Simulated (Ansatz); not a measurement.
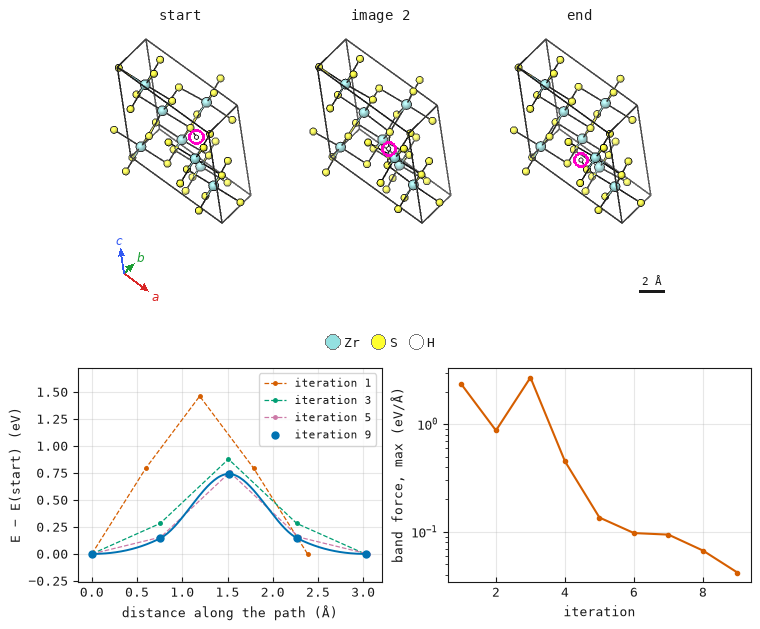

NEB run on a defect cell of composition Zr8HS16 (cell charge −1) (25 atoms in the cell). Images are numbered from 0 (start) to 4 (end). The plot follows the band through its iterations. Style: ball-and-stick. Shown: the reduced simulation cell (origin moved), slightly off an axis. The moving atom is ringed, with any periodic copies. Lengths and directions refer to the drawn axes. Bonds to atoms that aren't drawn are left out.

Computed with Ansatz 0.2.0, DFT PBE, scalar-relativistic, plane waves, PAW. Run with plane-wave cutoff 420 eV; k-point mesh 2 × 2 × 2; Gaussian smearing 0.02 eV; 3 movable images; climbing image.

How did the profile develop, and is the result final?

The run is converged, with reservations. The band converged in 9 iterations. The largest component of the band force went from 2.3 to 0.042 eV/Å. The climbing image converged on the top of the path. Its curvatures weren't checked. The first iteration put the highest image at 1.46 eV. The barrier is about 0.74 eV in both directions, with image 2 at the top; the ends have the same energy.

Limits of the set-up: the cell is charged, on a uniform background, and energies carry no finite-size correction.

Cost: 2.6 min on 4 threads of Intel(R) Xeon(R) 6975P-C (Granite Rapids), with other jobs on the host, peak memory 2.8 GiB.
